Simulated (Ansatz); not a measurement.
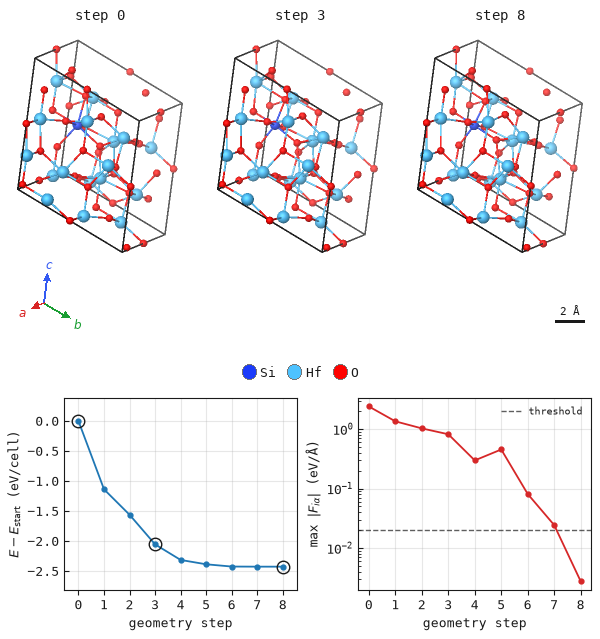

Frames of a relaxation of a defect cell of composition Hf15SiO32, marked on the history of the run. Style: ball-and-stick. Shown: the cell of the calculation (origin shifted), slightly off an axis.

All numbers below come from DFT, PBE, plane-wave PAW, default files, scalar-relativistic, frozen cores in Ansatz. Set-up: plane-wave cutoff 420 eV; k-point mesh 3 × 4 × 3; occupations fermi dirac; smearing width 0.01 eV; no spin polarisation; potentials kind: paw, frozen_core: stored; atoms relaxed in a fixed cell; force threshold 0.02 eV/Å; at most 50 steps.

### What happens along the run?

Over 8 geometry steps the energy falls by 2.425 eV per cell of the calculation. The largest force component goes from 2.4 to 0.0028 eV/Å. An O atom moves most: 0.51 Å along [1 −2 2]. By element the largest moves are O 0.51 Å, Si 0.24 Å, Hf 0.13 Å. The cell doesn't change. Near-neighbour distances that change, for instance: O–Si 2.248 → 2.883 Å, Hf–O 2.229 → 2.728 Å, O–Si 2.172 → 1.867 Å, O–Si 2.070 → 1.766 Å. Among the angles between lasting bonds that change: Si–O–Hf 108.5° → 127.2°, O–Si–O 115.8° → 97.4°, Hf–O–Hf 103.4° → 88.7°. Cost: 27 min on 4 threads of Arm Neoverse V1, on a shared host, peak memory 6.4 GiB. From step 0 to 3: an O atom moves most (0.31 Å), energy −2.054 eV per cell of the calculation. From step 3 to 8: an O atom moves most (0.32 Å), energy −0.371 eV per cell of the calculation.

| step | E − E(0), meV/atom | largest force component, eV/Å |
| --- | --- | --- |
| 0 | 0.00 | 2.3984 |
| 1 | -23.68 | 1.3495 |
| 2 | -32.51 | 1.0273 |
| 3 | -42.79 | 0.8185 |
| 4 | -48.19 | 0.2976 |
| 5 | -49.70 | 0.4538 |
| 6 | -50.48 | 0.0810 |
| 7 | -50.52 | 0.0243 |
| 8 | -50.52 | 0.0028 |

Limits of the set-up: the periodic images lie only 8.5 Å apart, so the values are limited by the cell's size.
